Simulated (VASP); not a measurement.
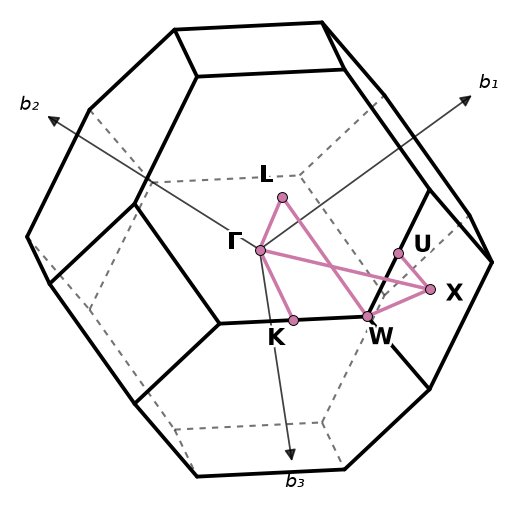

The first Brillouin zone and its special points. Crystal: Tc, an entry of the Crystallography Open Database, as set up for an electronic-structure calculation. Geometry calculated from the standardised cell; symmetry tolerance 0.002 Å.

Space group Fm-3m, No. 225; a = 3.900 Å, b = 3.900 Å, c = 3.900 Å, α = 90.00°, β = 90.00°, γ = 90.00°.

Labels and path follow the convention of Hinuma et al. (2017), as computed by seekpath; the arrows show the directions of the reciprocal primitive vectors b₁, b₂, b₃, in which coordinates are given; lengths include the factor 2π.

**List the special points with their coordinates and distances from Γ.**

```json
{"point": "Γ", "k₁": "0", "k₂": "0", "k₃": "0", "length of k (1/Å)": "0.000"}
{"point": "X", "k₁": "1/2", "k₂": "0", "k₃": "1/2", "length of k (1/Å)": "1.611"}
{"point": "L", "k₁": "1/2", "k₂": "1/2", "k₃": "1/2", "length of k (1/Å)": "1.395"}
{"point": "W", "k₁": "1/2", "k₂": "1/4", "k₃": "3/4", "length of k (1/Å)": "1.801"}
{"point": "K", "k₁": "3/8", "k₂": "3/8", "k₃": "3/4", "length of k (1/Å)": "1.709"}
{"point": "U", "k₁": "5/8", "k₂": "1/4", "k₃": "5/8", "length of k (1/Å)": "1.709"}
```

**What is the zone's volume?**

(2π)³ over the primitive cell's volume of 14.83 Å³: 16.7 Å⁻³.
